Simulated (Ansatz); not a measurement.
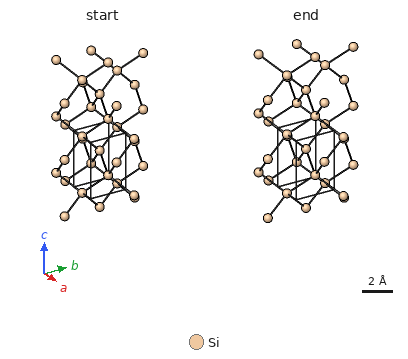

The structure of crystalline Si (a generated structure, set up in P6_422) (coarse preliminary run) before (left) and after (right) a relaxation, at one scale.

The picture is a ball-and-stick view of the cell of the calculation, repeated 1 × 1 × 2 with one cell outlined, seen slightly off an axis.

All numbers below come from DFT PBE, scalar-relativistic, plane waves, PAW in Ansatz. (plane-wave cutoff 420 eV; k-point mesh 6 × 6 × 4; occupations gaussian; smearing width 0.1 eV; no spin polarisation; cell and atoms relaxed; force threshold 0.04 eV/Å; at most 70 steps)

Q: Summarise the run.

A: The energy falls by 307 meV per atom in 4 accepted moves (5 points after the start). All forces vanish by symmetry, so only the cell relaxes. The pressure goes from 33.04 to 0.17 GPa. The SCF was repeated once at an unchanged geometry on a basis and grid sized afresh for the cell, which shifted the energy by 2.4 meV per atom at most. The atoms keep their places relative to the cell (all moves are under 0.005 Å). The drawn cell changes as follows: a = b 3.586 → 3.903 Å (+8.8 %), c 3.927 → 4.107 Å (+4.6 %); the volume changes by +23.9 %. Among the contacts that change: Si–Si 2.220 → 2.384 Å. Among the angles between lasting bonds that change: Si–Si–Si 107.7° → 109.9°. The space group stays P6_422 (No. 181).

Limits of the set-up: the k-point mesh is coarse for a cell with partly filled bands.
